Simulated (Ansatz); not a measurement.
# Al: what the fields show

The calculation's input:

```
crystal:
  lattice:
    - [7.482852323, 0.0, 0.0]
    - [-3.7414261615, 6.4803402045, 0.0]
    - [0.0, 0.0, 5.6073991815]
  atoms:
    - { symbol: Al, position: [0.3333333333, 0.6666666667, 0.2350507701] }
    - { symbol: Al, position: [0.3333333333, 0.6666666667, 0.7649492299] }
    - { symbol: Al, position: [0.6666666667, 0.3333333333, 0.7649492299] }
    - { symbol: Al, position: [0.6666666667, 0.3333333333, 0.2350507701] }
    - { symbol: Al, position: [0.3310825759, 0.0, 0.5606817749] }
    - { symbol: Al, position: [0.0, 0.3310825759, 0.5606817749] }
    - { symbol: Al, position: [0.6689174241, 0.6689174241, 0.5606817749] }
    - { symbol: Al, position: [0.0, 0.6689174241, 0.4393182251] }
    - { symbol: Al, position: [0.6689174241, 0.0, 0.4393182251] }
    - { symbol: Al, position: [0.3310825759, 0.3310825759, 0.4393182251] }
basis:
  ecutwfc: 420
kpoints:
  mp_grid: { grid: [6, 6, 8] }
hamiltonian:
  xc: pbe
scf:
  occupations: { method: gaussian, width: 0.1 }
output:
  forces: true
  stress: true
  eigenvalues: true
  write_density: true
  write_potential: true
  elf: true
  volumetric_format: npy
relax:
  adjacent_minimum: "off"
  f_tol: 0.01
  max_steps: 80
  cell: { stress_tol: 0.05 }
```

Command:

```sh
ansatz run input.yaml --threads 1 --pin off --max-ram 2560MiB --backend cpu --events-out ev --progress --plain --runs-dir out
```

Below, planes, directions and counts refer to the conventional cell (a = 7.71 Å, b = 7.71 Å, c = 5.30 Å, α = 90.00°, β = 90.00°, γ = 120.00°).

The fields are those of the relaxed geometry.

Space group P6/mmm; a structure generated by program, which may or may not match a known phase.

Computed with DFT PBE, scalar-relativistic, plane waves, PAW in Ansatz 0.2.0.

The density is the valence pseudo-density of a PAW calculation; it isn't the true density close to the nuclei.

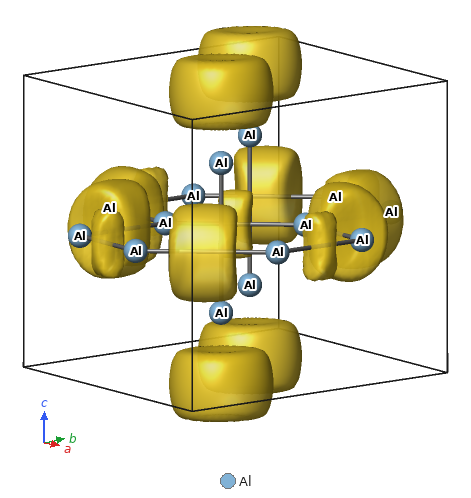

Figure 1. Isosurface of the ELF at 0.75 (yellow), seen slightly off an axis. Core shells and regions of very low density are left out. Sticks mark near contacts.

Describe the localisation domains.

Answer. The ELF exceeds this value in eleven regions between bonded Al–Al atoms, counted in one cell of 10 atoms. Any copies at cell faces, edges or corners count once. Profiles from the grid: Al–Al (2.55 Å): the ELF peaks at about 0.80 between the atoms. Al–Al (2.72 Å): the ELF peaks at about 0.65 between the atoms.

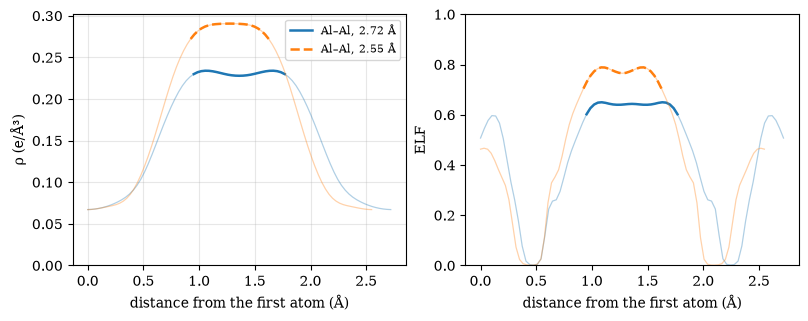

Figure 2. Valence charge density (pseudo) and electron localisation function along straight lines between neighbouring atoms. Thin, pale parts lie inside the atomic spheres.

What can be read from the curves?

Answer. Al–Al (2.72 Å): ρ at the midpoint is about 0.23 e/Å³; the ELF peaks at about 0.65 between the atoms.
Al–Al (2.55 Å): ρ at the midpoint is about 0.29 e/Å³; the ELF peaks at about 0.80 between the atoms.

Metal or insulator at this level of theory?

Answer. It is metallic or semimetallic at this level of theory: no gap opens.
